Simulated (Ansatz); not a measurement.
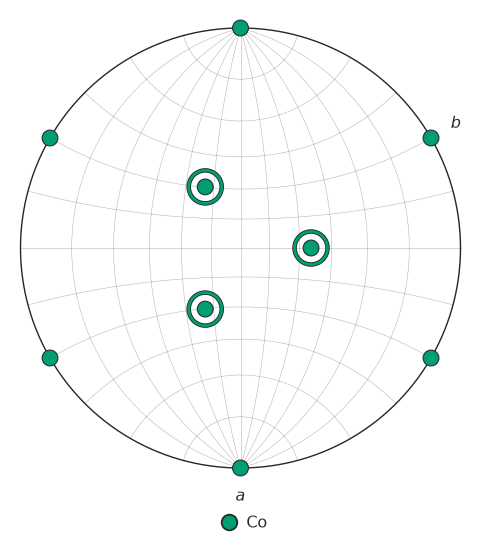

Directions from one cobalt atom at (1/3, 2/3, 3/4) to its bonded neighbours, in stereographic projection down c (filled: above the plane of the page or in it, open: below). Crystal: Co, the geometry relaxed with DFT, BLYP, plane waves (420 eV) with PAW, scalar-relativistic in Ansatz; the starting structure was generated, so it need not be a known form of this composition. All values are computed from the atomic coordinates in the standard setting (tolerance 0.002 Å).

Neighbours are counted up to 2.82 Å for Co.

```
CELL_PARAMETERS angstrom
2.53193 0.00000 0.00000
-1.26596 2.19272 0.00000
0.00000 0.00000 4.09039
ATOMIC_POSITIONS crystal
Co 0.33333 0.66667 0.75000
Co 0.66667 0.33333 0.25000
```

Question: How many neighbours are there, and at what angles?

Answer: 12: 6 Co at 2.51 Å, 6 Co at 2.53 Å. Angles between bonds: 60° (24×), 90° (12×), 109° (3×), 120° (18×), 146° (6×), 180° (3×).

Question: What is the site's symmetry in the crystal?

Answer: Point group -6m2 (D3h), order 12: one −6 axis, three twofold axes, four mirror planes. In P6_3/mmc, No. 194 this is Wyckoff position 2d.
